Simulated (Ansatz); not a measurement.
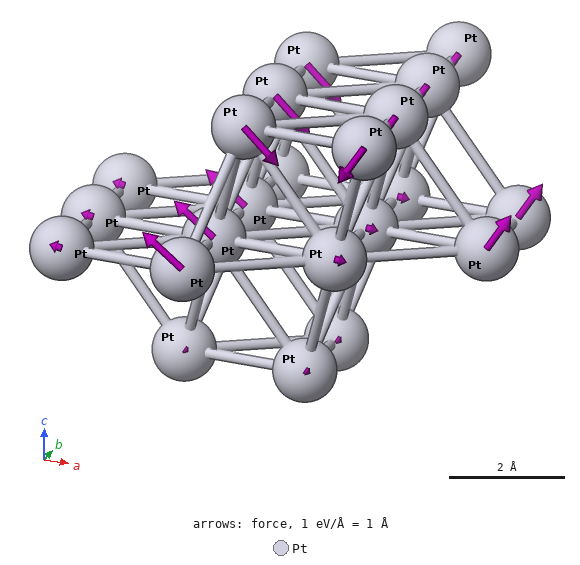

Starting geometry of a slab of composition Pt (cut from the Fm-3m phase) with the computed forces as purple arrows. Style: ball-and-stick. Shown: the atoms within 5.0 Å of the atom that moves most (axes of the 1 × 3 repeat of the cell, outlined in the plane, without the vacuum (origin shifted)), slightly off an axis.

Case: stripe over 2 of 6 cells, two steps. 12 atoms are held fixed.

The calculation used DFT PBE, scalar-relativistic, plane waves, PAW (Ansatz 0.2.0). (plane-wave cutoff 420 eV; k-point mesh 2 × 12 × 1; occupations gaussian; smearing width 0.1 eV; no spin polarisation; dipole correction; atoms relaxed in a fixed cell; force threshold 0.02 eV/Å; at most 45 steps)

What follows when this structure is relaxed?

It isn't relaxed: the largest force vector, on a Pt atom, is 0.97 eV/Å. The final displacements follow the starting forces only in part (cosine between the two patterns 0.79). The atom that moves furthest is a Pt atom (0.32 Å at 30° to the normal (−c side)). The lattice vectors keep their values. Some distances before and after: Pt–Pt 2.807 → 3.112 Å, Pt–Pt 2.807 → 3.036 Å, Pt–Pt 2.807 → 2.642 Å, Pt–Pt 2.807 → 2.695 Å. After 4 geometry steps the energy has fallen by 0.408 eV per cell of the calculation. Largest force component: 0.68 eV/Å at the start, 0.017 eV/Å at the end. Cost: 11 min on 4 threads of Arm Neoverse V1, on a shared host, peak memory 5.1 GiB.
